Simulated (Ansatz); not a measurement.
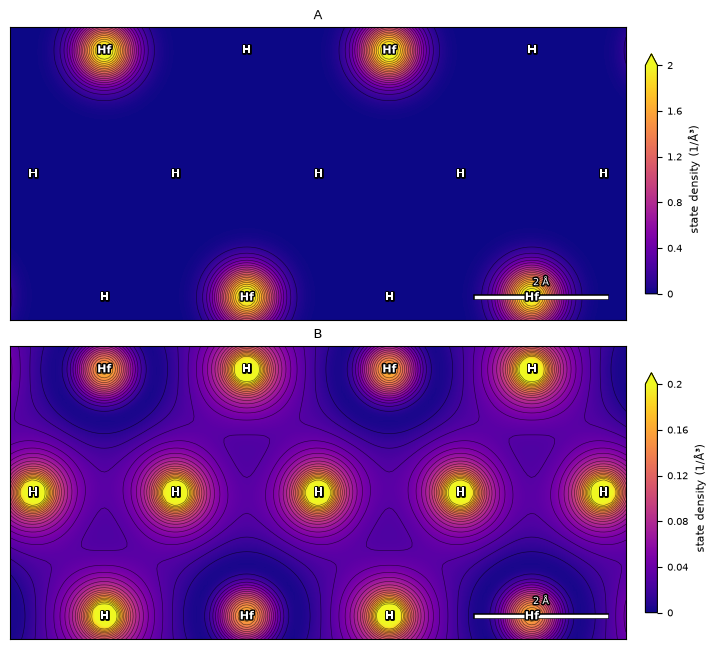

HfH3: densities of the states in two energy windows, on the (111) plane of the conventional cell.

Space group Pm-3m. The cell comes from a database of computed structures, not from a measurement.

These are results of DFT r2SCAN, scalar-relativistic, plane waves, PAW in Ansatz, not measurements.

In a PAW calculation such maps are meaningful between the atoms, not at the nuclei.

```cif
data_structure
_symmetry_space_group_name_H-M 'P 1'
_symmetry_Int_Tables_number 1
_cell_length_a 3.0846
_cell_length_b 3.0846
_cell_length_c 3.0846
_cell_angle_alpha 90.000
_cell_angle_beta 90.000
_cell_angle_gamma 90.000
_cell_volume 29.35
loop_
_atom_site_label
_atom_site_type_symbol
_atom_site_fract_x
_atom_site_fract_y
_atom_site_fract_z
_atom_site_occupancy
Hf1 Hf 0.00000 0.00000 0.00000 1
H1 H 0.00000 0.50000 0.50000 1
H2 H 0.50000 0.00000 0.50000 1
H3 H 0.50000 0.50000 0.00000 1
```

Question: The windows, about the Fermi level, are −12.85 to −12.67 eV and −12.1 to −8.0 eV. Which panel shows which?

Answer: Panel A: −12.85 to −12.67 eV, a separate group of bands (semicore or deep states), mainly Hf 4f (over 95 %).
Panel B: −12.1 to −8.0 eV, the lower third of the occupied valence band, mainly H 1s (55 %), Hf 6s (25 %) and Hf 5d (10 %).
The characters are Löwdin shares on a minimal set of atomic orbitals.
